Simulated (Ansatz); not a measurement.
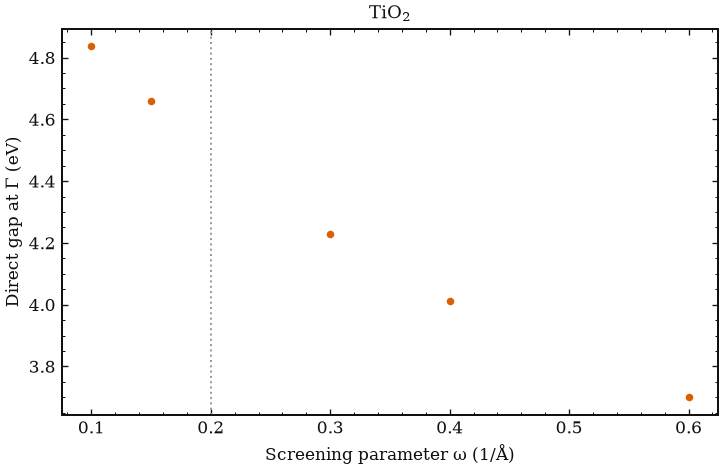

Direct gap at Γ. One run is left out (dotted line).

System: TiO2, space group R-3m, 3 atoms in the primitive cell; a = 2.995 Å, c = 20.945 Å (hexagonal axes). The screening parameter of a hybrid of HSE form with 25 % short-range exact exchange is varied; a larger ω cuts the exact exchange off at shorter range. Level of theory: Ansatz PAW, no spin polarisation, no spin-orbit coupling, 5×5×5 k mesh, 420 eV cutoff; code Ansatz.

| screening | Γ (eV) |
| --- | --- |
| ω = 0.1 Å⁻¹ | 4.84 |
| ω = 0.15 Å⁻¹ | 4.66 |
| ω = 0.3 Å⁻¹ | 4.23 |
| ω = 0.4 Å⁻¹ | 4.01 |
| ω = 0.6 Å⁻¹ | 3.70 |

**Estimate the values at ω = 0.2 Å⁻¹.**

A fit through the other points gives 4.51 eV at Γ (a parabola). The run itself gives 4.50 eV, within 0.01 eV of the estimate.

The smallest gap over all k points computed is 4.71, 4.53, 4.37, 4.08, 3.86 and 3.54 eV in turn; it lies up to 0.16 eV under the lowest value plotted. The k mesh is coarse, so the values aren't converged, least of all with exact exchange. The PAW data sets were made with another functional. The usual form of TiO2 is rutile or anatase. A mesh with an odd division misses points of the zone boundary, where a smaller gap can lie.
